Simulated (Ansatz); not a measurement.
# Transmission past a defect: Au wire along [100], 4 atoms a period, Ti in place of one Au

Aim: how much does this defect scatter, and at which energies?

Main program and level: Ansatz 0.2.0; DFT PBE, plane waves, PAW; relaxation of a wire's period, in the first sound run; inputs show where later runs differ.

### Step 1. The starting structure

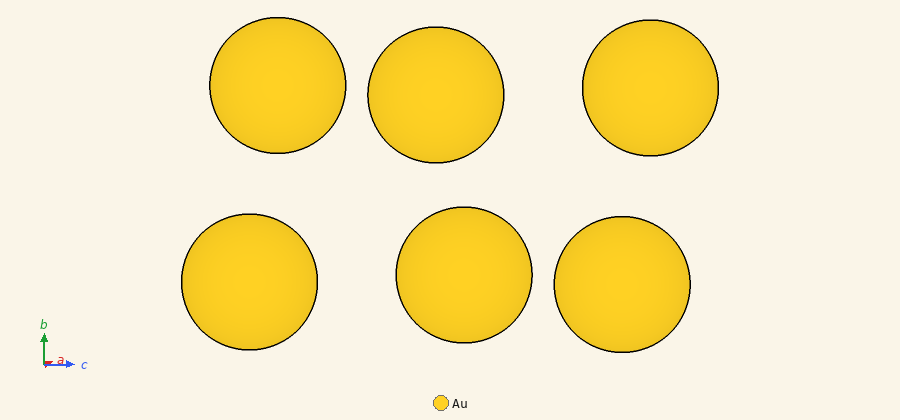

Start, viewed from the side, with the c axis across the page; gold yellow. Some periodic images of atoms are drawn too.

The cell holds 4 atoms: 4 Au. Its edges and angles: a = 8.880 Å, b = 8.880 Å, c = 4.160 Å, α = 90.0°, β = 90.0°, γ = 90.0°. Vacuum lies along a and b. The structure's axis is c.

### Step 2. Relaxing the period

Band widths follow the bond lengths, so the wire is relaxed first. The atoms and the third cell vector are free; the box across stays fixed as vacuum. A Fermi-Dirac smearing is set since the result may be a metal. The pressure printed is a third of the stress's trace over the whole box, vacuum included; only the stress along the axis is relaxed.

File input.yaml:

```yaml
crystal:
  lattice:
    - [8.88, 0.0, 0.0]
    - [0.0, 8.88, 0.0]
    - [0.0, 0.0, 4.16]
  atoms:
    - { symbol: Au, position: [0.382882883, 0.382882883, 0.0] }
    - { symbol: Au, position: [0.617117117, 0.617117117, 0.0] }
    - { symbol: Au, position: [0.382882883, 0.617117117, 0.5] }
    - { symbol: Au, position: [0.617117117, 0.382882883, 0.5] }
kpoints:
  mp_grid: { grid: [1, 1, 20] }
scf:
  occupations: { method: fermi_dirac, width: 0.05 }
hamiltonian:
  xc: pbe
relax:
  cell: { fix: [a, b, alpha, beta, gamma] }
  max_steps: 60
```

Started as:

```sh
$ ansatz run input.yaml --threads 4 --pin off --max-ram 16384MiB --backend cpu --events-out ev --progress --plain --runs-dir out
```

Numbers of over 12 decimals in the logs are rounded to 6 here.

Output:

```text
Engine: ansatz 0.2.0, aarch64-unknown-linux-gnu
Pseudopotentials: kind: paw
Pseudopotential: Au, paw, valence charge 19, recommended cutoff 420 eV (normal), Au.paw.azcp
Functional definition: PBE
  parameter kappa = 0.804
  parameter beta = 0.066725
  exchange = pbe_x(kappa = kappa, mu = beta*pi^2/3)
  correlation = pbe_c(beta = beta)
Crystal: 4 atoms, lattice volume = 328.034 Å³
Basis set: ecut = 420 eV, 6381 PW (Γ), exchange–correlation on 120×120×60 points (8 copies of the dense FFT grid, shifted against one another)
Bands: 46, of which v1, the nominal top of the filled ones, is band 38 counted from 1 (37 counted from 0)
Symmetry: 16 space group operations
Space group: P42/mcm (ITA 132), of the structure as read, at distance tolerance 6.9e-5 Å
k-points: 11 of 20
Non-local potential: Au, projectors of the file, l = 0: 3, l = 1: 2, l = 2: 2, l = 3: 1
PAW form: soft (Blöchl's): semilocal exchange-correlation on the pseudo side does not see the compensation charge
PAW one-centre angular grid: Au, 590 points (default); XC on 64 Gauss nodes
Initial density: superposition of atomic densities (neutral atoms: chi_scale 0, normalization atom), corrected by the library's trained network
Initial wavefunctions: pseudopotential atomic-orbital guess
Functional: x = pbe(κ = 0.804, μ = 0.219515), c = pbe(β = 0.066725)
SCF iter   1: F=—  HF=-52592.458095 eV  |F-HF|=—  |Δ(HF+E_count)|=         —  Δρ=3.18e-3  dr2=7.73e-2  ethr=1.77e-3  ⟨swp⟩=6.4  Hψ=2034  notcnv=0  defer=1
preconditioner: auto → LDOS  [metal: Δε(μ)=0.098 eV  Ē_g=6.222 eV  σ=0.050 eV  W_gap=0.44  n_scr=54 (ndim 8)  ℏωp=13.6 eV  f_vac=0.621  D(μ)=2.95/eV (n_scr^D=8)  β→1.0]
SCF iter   2: F=—  HF=-52592.463702 eV  |F-HF|=—  |Δ(HF+E_count)|=   5.61e-3  Δρ=3.43e-3  dr2=7.25e-2  ethr=1.02e-4  ⟨swp⟩=3.6  Hψ=1193  notcnv=0  defer=19
SCF iter   3: F=—  HF=-52592.447248 eV  |F-HF|=—  |Δ(HF+E_count)|=   1.65e-2  Δρ=4.99e-4  dr2=8.95e-4  ethr=9.54e-5  ⟨swp⟩=2.0  Hψ=798  notcnv=0  defer=19
SCF iter   4: F=—  HF=-52592.447468 eV  |F-HF|=—  |Δ(HF+E_count)|=   2.20e-4  Δρ=1.72e-4  dr2=1.65e-4  ethr=1.18e-6  ⟨swp⟩=2.0  Hψ=774  notcnv=0  defer=19
SCF iter   5: F=—  HF=-52592.447463 eV  |F-HF|=—  |Δ(HF+E_count)|=   5.54e-6  Δρ=8.10e-5  dr2=2.50e-5  ethr=2.17e-7  ⟨swp⟩=2.0  Hψ=731  notcnv=0  defer=19
SCF iter   6: F=—  HF=-52592.447437 eV  |F-HF|=—  |Δ(HF+E_count)|=   2.51e-5  Δρ=2.28e-5  dr2=1.58e-6  ethr=3.29e-8  ⟨swp⟩=2.5  Hψ=856  notcnv=0  defer=19
SCF iter   7: F=-52592.447438 eV  HF=-52592.447438 eV  |F-HF|=4.27e-8  |Δ(HF+E_count)|=   5.97e-7  Δρ=3.52e-6  dr2=4.52e-8  ethr=1.32e-10  ⟨swp⟩=3.0  Hψ=2149  notcnv=0
SCF 1 converged in 7 iterations: F = -52592.447438 eV  dr2 = 4.52e-8
  greatest PAW one-centre occupation: 1.000 electrons in one spin orbital (limit 2), on the Au atom at site 3 (counted from 0), in its partial waves of l = 0
relax step   1: F+E_penalty+E_count = -52592.44743806 eV  Δ(F+E_penalty+E_count) = +0.000e0 eV  max|allowed force component| = 7.533e-1 eV/Å  Δτ_max = 0.0000 Å  P = -2.138 GPa  Ω = 328.034 Å³  fix = [a, b, alpha, beta, gamma]  reactions: a -1.449, b -1.449 GPa  (7 SCF iters, dr2 threshold 1.00e-7 eV, accepted)
Crystal: 4 atoms, lattice volume = 312.048 Å³
Basis set: ecut = 420 eV, 6101 PW (Γ), exchange–correlation on 120×120×60 points (8 copies of the dense FFT grid, shifted against one another)
Initial density: handed on by an earlier stage of this run
Initial wavefunctions: those handed on with the density
iter 1 solved again at ethr=1.46e-4 eV; its pass at ethr=3.10e-3 eV (dr2=1.11e-1 eV) is discarded
SCF iter   1: F=—  HF=-52592.768462 eV  |F-HF|=—  |Δ(HF+E_count)|=         —  Δρ=5.19e-3  dr2=1.11e-1  ethr=1.46e-4  ⟨swp⟩=2.2  Hψ=2527  notcnv=0
preconditioner: auto → LDOS  [insulator: Δε(μ)=0.165 eV  Ē_g=6.777 eV  σ=0.050 eV  W_gap=0.62  n_scr=54 (ndim 8)  ℏωp=13.9 eV  f_vac=0.638  D(μ)=2.28/eV (n_scr^D=8)  ε∞_Penn≈5.2  β→1.0]
SCF iter   2: F=—  HF=-52592.774283 eV  |F-HF|=—  |Δ(HF+E_count)|=   5.82e-3  Δρ=5.43e-3  dr2=1.34e-1  ethr=1.46e-4  ⟨swp⟩=3.4  Hψ=1189  notcnv=0
SCF iter   3: F=—  HF=-52592.742507 eV  |F-HF|=—  |Δ(HF+E_count)|=   3.18e-2  Δρ=8.01e-4  dr2=1.09e-3  ethr=1.46e-4  ⟨swp⟩=2.3  Hψ=855  notcnv=0  defer=12
SCF iter   4: F=—  HF=-52592.742530 eV  |F-HF|=—  |Δ(HF+E_count)|=   2.27e-5  Δρ=3.05e-4  dr2=4.20e-4  ethr=1.44e-6  ⟨swp⟩=2.0  Hψ=984  notcnv=0  defer=12
SCF iter   5: F=—  HF=-52592.742428 eV  |F-HF|=—  |Δ(HF+E_count)|=   1.02e-4  Δρ=8.44e-5  dr2=3.13e-5  ethr=5.53e-7  ⟨swp⟩=2.0  Hψ=737  notcnv=0  defer=12
SCF iter   6: F=—  HF=-52592.742540 eV  |F-HF|=—  |Δ(HF+E_count)|=   1.12e-4  Δρ=2.44e-5  dr2=1.79e-6  ethr=4.12e-8  ⟨swp⟩=2.0  Hψ=726  notcnv=0  defer=12
SCF iter   7: F=-52592.742540 eV  HF=-52592.742540 eV  |F-HF|=2.52e-8  |Δ(HF+E_count)|=   6.49e-8  Δρ=4.25e-6  dr2=1.94e-8  ethr=5.26e-10  ⟨swp⟩=5.0  Hψ=1754  notcnv=0
SCF 2 converged in 7 iterations: F = -52592.742540 eV  dr2 = 1.94e-8
relax step   2: F+E_penalty+E_count = -52592.74254003 eV  Δ(F+E_penalty+E_count) = -2.951e-1 eV  max|allowed force component| = 7.855e-1 eV/Å  Δτ_max = 0.1260 Å  P = +1.075 GPa  Ω = 312.048 Å³  energy of the carried Pulay correction = +1.163e-3 eV  fix = [a, b, alpha, beta, gamma]  reactions: a +1.620, b +1.620 GPa  (7 SCF iters, dr2 threshold 4.00e-7 eV, accepted)
Crystal: 4 atoms, lattice volume = 304.058 Å³
Basis set: ecut = 420 eV, 5949 PW (Γ), exchange–correlation on 120×120×60 points (8 copies of the dense FFT grid, shifted against one another)
iter 1 solved again at ethr=3.56e-5 eV; its pass at ethr=3.10e-3 eV (dr2=2.71e-2 eV) is discarded
SCF iter   1: F=—  HF=-52592.966199 eV  |F-HF|=—  |Δ(HF+E_count)|=         —  Δρ=2.68e-3  dr2=2.74e-2  ethr=3.56e-5  ⟨swp⟩=2.5  Hψ=2505  notcnv=0
preconditioner: auto → LDOS  [insulator: Δε(μ)=0.241 eV  Ē_g=6.782 eV  σ=0.050 eV  W_gap=0.72  n_scr=54 (ndim 8)  ℏωp=14.1 eV  f_vac=0.624  D(μ)=1.86/eV (n_scr^D=8)  ε∞_Penn≈5.3  β→1.0]
SCF iter   2: F=—  HF=-52592.977392 eV  |F-HF|=—  |Δ(HF+E_count)|=   1.12e-2  Δρ=2.79e-3  dr2=6.77e-2  ethr=3.56e-5  ⟨swp⟩=3.5  Hψ=1326  notcnv=0  recentre
SCF iter   3: F=—  HF=-52592.961145 eV  |F-HF|=—  |Δ(HF+E_count)|=   1.62e-2  Δρ=6.53e-4  dr2=1.21e-3  ethr=3.56e-5  ⟨swp⟩=2.6  Hψ=963  notcnv=0
SCF iter   4: F=—  HF=-52592.961067 eV  |F-HF|=—  |Δ(HF+E_count)|=   7.87e-5  Δρ=1.37e-4  dr2=5.91e-5  ethr=1.59e-6  ⟨swp⟩=2.0  Hψ=789  notcnv=0
SCF iter   5: F=—  HF=-52592.961054 eV  |F-HF|=—  |Δ(HF+E_count)|=   1.26e-5  Δρ=2.66e-5  dr2=2.17e-6  ethr=7.77e-8  ⟨swp⟩=2.2  Hψ=776  notcnv=0
[...]
relax step   5: F+E_penalty+E_count = -52593.35882536 eV  Δ(F+E_penalty+E_count) = -2.210e-1 eV  max|allowed force component| = 1.514e-1 eV/Å  Δτ_max = 0.0456 Å  P = -0.292 GPa  Ω = 272.344 Å³  energy of the carried Pulay correction = +4.321e-3 eV  fix = [a, b, alpha, beta, gamma]  reactions: a +0.506, b +0.506 GPa  (6 SCF iters, dr2 threshold 4.00e-7 eV, accepted)
relax step   6: F+E_penalty+E_count = -52593.63906716 eV  Δ(F+E_penalty+E_count) = -2.802e-1 eV  max|allowed force component| = 2.766e-1 eV/Å  Δτ_max = 0.0502 Å  P = -0.258 GPa  Ω = 256.311 Å³  energy of the carried Pulay correction = +5.719e-3 eV  fix = [a, b, alpha, beta, gamma]  reactions: a +0.925, b +0.925 GPa  (6 SCF iters, dr2 threshold 4.00e-7 eV, accepted)
relax step   7: F+E_penalty+E_count = -52594.00910631 eV  Δ(F+E_penalty+E_count) = -3.700e-1 eV  max|allowed force component| = 3.316e-1 eV/Å  Δτ_max = 0.0552 Å  P = -0.053 GPa  Ω = 239.910 Å³  energy of the carried Pulay correction = +7.231e-3 eV  fix = [a, b, alpha, beta, gamma]  reactions: a +1.190, b +1.190 GPa  (6 SCF iters, dr2 threshold 4.00e-7 eV, accepted)
relax step   8: F+E_penalty+E_count = -52594.36198940 eV  Δ(F+E_penalty+E_count) = -3.529e-1 eV  max|allowed force component| = 3.959e-1 eV/Å  Δτ_max = 0.0610 Å  P = +0.528 GPa  Ω = 223.737 Å³  energy of the carried Pulay correction = +8.809e-3 eV  fix = [a, b, alpha, beta, gamma]  reactions: a +1.569, b +1.569 GPa  (6 SCF iters, dr2 threshold 4.00e-7 eV, accepted)
relax step   9: F+E_penalty+E_count = -52594.41234292 eV  Δ(F+E_penalty+E_count) = -5.035e-2 eV  max|allowed force component| = 9.832e-2 eV/Å  Δτ_max = 0.0909 Å  P = +1.942 GPa  Ω = 208.061 Å³  energy of the carried Pulay correction = +1.043e-2 eV  fix = [a, b, alpha, beta, gamma]  reactions: a +0.625, b +0.625 GPa  (6 SCF iters, dr2 threshold 4.00e-7 eV, accepted)
relax step  10: F+E_penalty+E_count = -52594.48771320 eV  Δ(F+E_penalty+E_count) = -7.537e-2 eV  max|allowed force component| = 1.345e-1 eV/Å  Δτ_max = 0.0023 Å  P = -0.642 GPa  Ω = 217.432 Å³  energy of the carried Pulay correction = +9.450e-3 eV  fix = [a, b, alpha, beta, gamma]  reactions: a -0.263, b -0.263 GPa  (6 SCF iters, dr2 threshold 4.00e-7 eV, accepted)
relax step  11: F+E_penalty+E_count = -52594.50292495 eV  Δ(F+E_penalty+E_count) = -1.521e-2 eV  max|allowed force component| = 6.354e-3 eV/Å  Δτ_max = 0.0127 Å  P = +0.109 GPa  Ω = 215.358 Å³  energy of the carried Pulay correction = +9.664e-3 eV  fix = [a, b, alpha, beta, gamma]  reactions: a +0.213, b +0.213 GPa  (5 SCF iters, dr2 threshold 4.00e-7 eV, accepted)
relax step  12: F+E_penalty+E_count = -52594.50299919 eV  Δ(F+E_penalty+E_count) = -7.424e-5 eV  max|allowed force component| = 2.179e-3 eV/Å  Δτ_max = 0.0007 Å  P = +0.165 GPa  Ω = 215.189 Å³  energy of the carried Pulay correction = +9.681e-3 eV  fix = [a, b, alpha, beta, gamma]  reactions: a +0.244, b +0.244 GPa  (5 SCF iters, dr2 threshold 2.44e-8 eV, accepted)
Basis set: ecut = 420 eV, 4209 PW (Γ), exchange–correlation on 120×120×40 points (8 copies of the dense FFT grid, shifted against one another)
Initial wavefunctions: pseudopotential atomic-orbital guess (no wavefunctions were taken with the density)
iter 1 solved again at ethr=4.00e-7 eV; its pass at ethr=3.10e-3 eV (dr2=3.04e-4 eV) is discarded
SCF iter   1: F=—  HF=-52594.499057 eV  |F-HF|=—  |Δ(HF+E_count)|=         —  Δρ=2.69e-4  dr2=2.09e-5  ethr=4.00e-7  ⟨swp⟩=3.2  Hψ=3388  notcnv=0
preconditioner: auto → LDOS  [insulator: Δε(μ)=0.399 eV  Ē_g=7.586 eV  σ=0.050 eV  W_gap=0.75  n_scr=36 (ndim 8)  ℏωp=16.8 eV  f_vac=0.549  D(μ)=1.51/eV (n_scr^D=8)  ε∞_Penn≈5.9  β→1.0]
SCF iter   2: F=—  HF=-52594.499154 eV  |F-HF|=—  |Δ(HF+E_count)|=   9.67e-5  Δρ=5.28e-5  dr2=3.66e-6  ethr=2.74e-8  ⟨swp⟩=2.0  Hψ=967  notcnv=0
SCF iter   3: F=—  HF=-52594.498997 eV  |F-HF|=—  |Δ(HF+E_count)|=   1.57e-4  Δρ=3.03e-5  dr2=1.95e-6  ethr=4.82e-9  ⟨swp⟩=2.0  Hψ=925  notcnv=0
SCF iter   4: F=—  HF=-52594.498997 eV  |F-HF|=—  |Δ(HF+E_count)|=   5.21e-7  Δρ=9.29e-6  dr2=1.84e-7  ethr=2.57e-9  ⟨swp⟩=2.4  Hψ=786  notcnv=0
SCF iter   5: F=—  HF=-52594.498997 eV  |F-HF|=—  |Δ(HF+E_count)|=   4.54e-8  Δρ=2.38e-6  dr2=3.21e-8  ethr=2.42e-10  ⟨swp⟩=2.2  Hψ=821  notcnv=0
SCF iter   6: F=—  HF=-52594.498997 eV  |F-HF|=—  |Δ(HF+E_count)|=   7.90e-9  Δρ=3.45e-7  dr2=2.67e-10  ethr=4.23e-11  ⟨swp⟩=2.0  Hψ=746  notcnv=0
SCF iter   7: F=-52594.498997 eV  HF=-52594.498997 eV  |F-HF|=1.46e-11  |Δ(HF+E_count)|=  7.28e-11  Δρ=6.41e-8  dr2=6.05e-12  ethr=1.00e-12  ⟨swp⟩=5.4  Hψ=2011  notcnv=0
SCF 13 converged in 7 iterations: F = -52594.498997 eV  dr2 = 6.05e-12
relax step  13: F+E_penalty+E_count = -52594.49899674 eV  Δ(F+E_penalty+E_count) = +4.002e-3 eV  max|allowed force component| = 2.581e-3 eV/Å  Δτ_max = 0.0000 Å  P = +0.161 GPa  Ω = 215.189 Å³  fix = [a, b, alpha, beta, gamma]  reactions: a +0.242, b +0.242 GPa  stress off target by 8.46e-4 GPa on what of the cell is left free  SCF on the basis re-selected at this cell (its energy is not comparable with the rows above)  (7 SCF iters)
basis re-selected at this cell: Δ(F+E_penalty+E_count) = +4.002e-3 eV, ΔP = -0.005 GPa vs the last step (what re-selecting the basis moved, of the pressure what is left beyond the Pulay correction that the steps carried, after the strain that the cell walked since its last selection, with what the two solves' SCF thresholds leave and, on support functions, any second-order correction that the steps lacked; it is no measure of the basis error at this ecutwfc). The dense FFT grid was sized anew with the basis: this SCF ran on 60×60×20 points, the steps before it on 60×60×30, so part of this shift can come from that change (see relax.cell in the input reference). [rest of the remark cut]
SCF converged after 7 iterations
Free energy (F): -52594.498997 eV
Harris-Foulkes:  -52594.498997 eV  (|F-HF|=1.46e-11)
Internal energy: -52594.487554 eV  (E = F + TS)
E sigma→0 (E₀):  -52594.493276 eV
Entropy (-TS):   -0.011442 eV (-2.861 meV/atom)
Fermi energy:    2.929884 eV
--- Per-component energies (eV) ---
  E_band       = -2095.870692
  E_kinetic    = 2420.418563
  E_local      = -25298.785643  (includes V_loc(G=0)·N_el)
  E_nonlocal   = 298.836573
  E_hartree    = 11514.626420
  E_xc         = -907.571557
  E_vxc        = -1094.240045  (∫ρ·V_xc dr)
  E_paw        = -38829.479726  (= ΣΔE_a)
  E_vpaw       = -1451.358861  (= ΣTr[D̂ρ^β])
  E_aug_tail   = 0.005708  (compensation charges beyond the density's cutoff)
  E_ewald      = -1792.537893
  E_smearing   = -0.011442  (= −TS)
  E_closure    = 0.000000  (closes the sum)
  Σ components = -52594.498997   (vs F -52594.498997, Δ=0.00e0)
--- Forces (eV/Å), atoms counted from 1 ---
  atom   1  Au    -0.00258062    -0.00258062     0.00000000
  atom   2  Au     0.00258062     0.00258062     0.00000000
  atom   3  Au    -0.00258062     0.00258062     0.00000000
  atom   4  Au     0.00258062    -0.00258062     0.00000000
  max |Σ_I F_I| component: 4.34e-19 eV/Å
--- Stress (GPa, compression-positive) ---
        0.241564       0.000000       0.000000
        0.000000       0.241564       0.000000
        0.000000       0.000000      -0.000846
  P = ⅓ Tr σ = 0.1608 GPa (1.608 kbar)
--- Relaxed structure (12 steps of the walk, 12 accepted, 1 SCFs on fresh bases) ---
  F+E_penalty+E_count = -52594.49899674 eV   max|allowed force component| = 2.581e-3 eV/Å   (the final SCF, on the basis selected at the relaxed cell)
  cell:  # Å, volume = 215.1889 Å³
    - [8.88, 0.0, 0.0]
    - [0.0, 8.88, 0.0]
    - [0.0, 0.0, 2.728940]
  atoms:
    - { symbol: Au, position: [0.359563, 0.359563, 0.0] }
    - { symbol: Au, position: [0.640437, 0.640437, 0.0] }
    - { symbol: Au, position: [0.359563, 0.640437, 0.5] }
    - { symbol: Au, position: [0.640437, 0.359563, 0.5] }
```

The job ended after 20 s (4 threads of Arm Neoverse V2, shared host; peak memory 0.67 GiB; 75 s of CPU time).

Relaxation path:

| step | energy less that of the first step (eV) | largest force component (eV/Å) | pressure (GPa) | volume (Å³) |
| --- | --- | --- | --- | --- |
| 1 | 0.0000 | 0.7533 | -2.14 | 328.03 |
| 2 | -0.2951 | 0.7855 | 1.07 | 312.05 |
| 3 | -0.5136 | 0.0034 | -0.48 | 304.06 |
| 4 | -0.6904 | 0.0825 | -0.42 | 288.32 |
| 5 | -0.9114 | 0.1514 | -0.29 | 272.34 |
| 6 | -1.1916 | 0.2766 | -0.26 | 256.31 |
| 7 | -1.5617 | 0.3316 | -0.05 | 239.91 |
| 8 | -1.9146 | 0.3959 | 0.53 | 223.74 |
| 9 | -1.9649 | 0.0983 | 1.94 | 208.06 |
| 10 | -2.0403 | 0.1345 | -0.64 | 217.43 |
| 11 | -2.0555 | 0.0064 | 0.11 | 215.36 |
| 12 | -2.0556 | 0.0022 | 0.17 | 215.19 |
| 13* | -2.0516 | 0.0026 | 0.16 | 215.19 |

Relaxation steps marked * repeat the geometry before them on a plane-wave basis chosen anew for their cell, so energy and pressure can jump there.

Forces are held to the 16 operations that the run works with; a distortion that breaks them can't arise in this run.

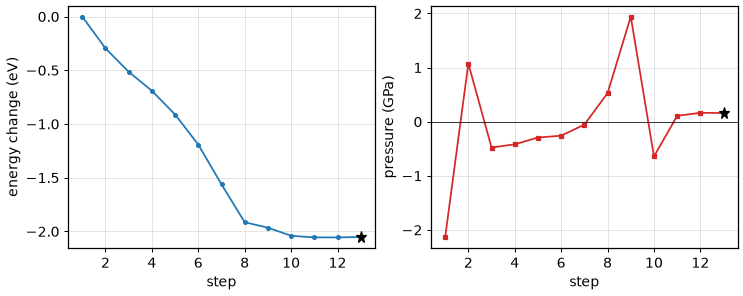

Energy and pressure along the relaxation. Stars mark steps on a basis chosen anew.

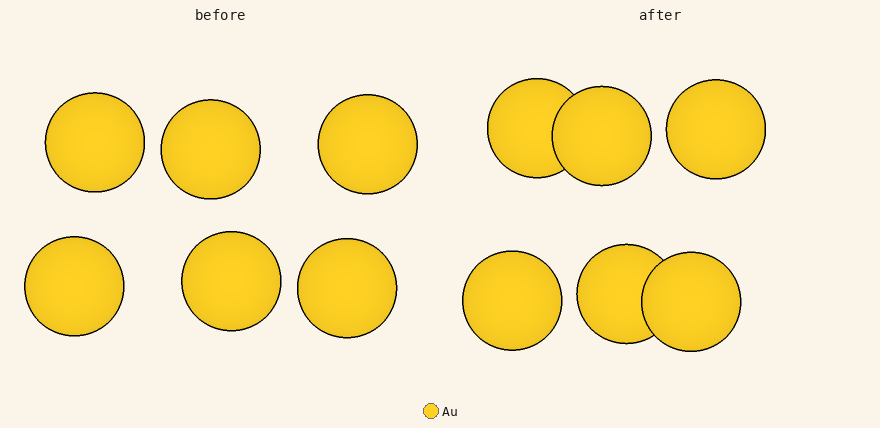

Before and after, at one scale.

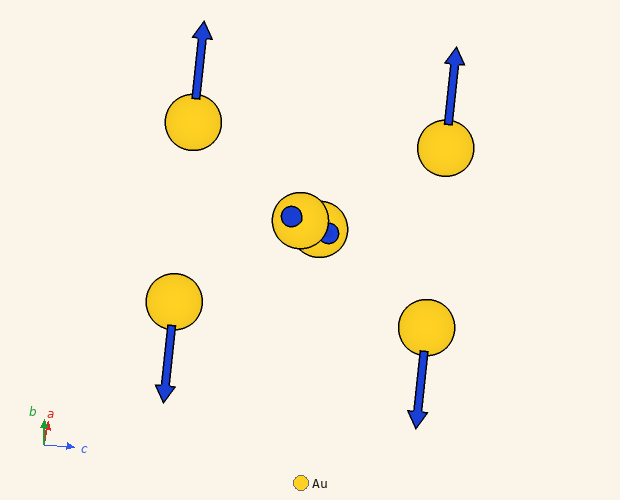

Displacements in the relaxation, exaggerated, measured against the changing cell; the longest in the cell stands for 0.29 Å. Some periodic images of atoms are drawn too.

| cell as run | before | after | change |
| --- | --- | --- | --- |
| c (Å) | 4.160 | 2.729 | -34.4 % |

The atoms that moved most (Å, along periodic axes as changes of fractional coordinates times the final cell, across vacuum about the mean position):

| atom | dx | dy | dz | length |
| --- | --- | --- | --- | --- |
| Au1 | -0.207 | -0.207 | 0.000 | 0.293 |
| Au2 | 0.207 | 0.207 | 0.000 | 0.293 |
| Au3 | -0.207 | 0.207 | 0.000 | 0.293 |
| Au4 | 0.207 | -0.207 | 0.000 | 0.293 |

The relaxed structure:

```xyz
4
Lattice="8.8800 0.0000 0.0000 0.0000 8.8800 0.0000 0.0000 0.0000 2.7289" Properties=species:S:1:pos:R:3
Au    3.1929    3.1929    0.0000
Au    5.6871    5.6871    0.0000
Au    3.1929    5.6871    1.3645
Au    5.6871    3.1929    1.3645
```

Numbers from this step:

| Quantity | Value |
| --- | --- |
| energy at zero smearing | -52594.4933 eV |
| cell length along the wire | 2.729 Å |

The cell's length comes to 2.729 Å with spin left out. That is -34 % against the start, more than a small adjustment. 6 contacts a cell pass between under 1.1 and over 1.27 times the sum of covalent radii, so the wire has rearranged from the shape that names it.

(Part 1 of 4 ends here.)

[Logs are printed without paths, hosts, clocks, repeated set-up lines and the standing remarks that a program may print on its own settings, such as how far it seeks lower states.]

[Hosts, paths, dates, database ids (printed as entryN), source tags and the programs' standing remarks are cut or masked in the printed files.]
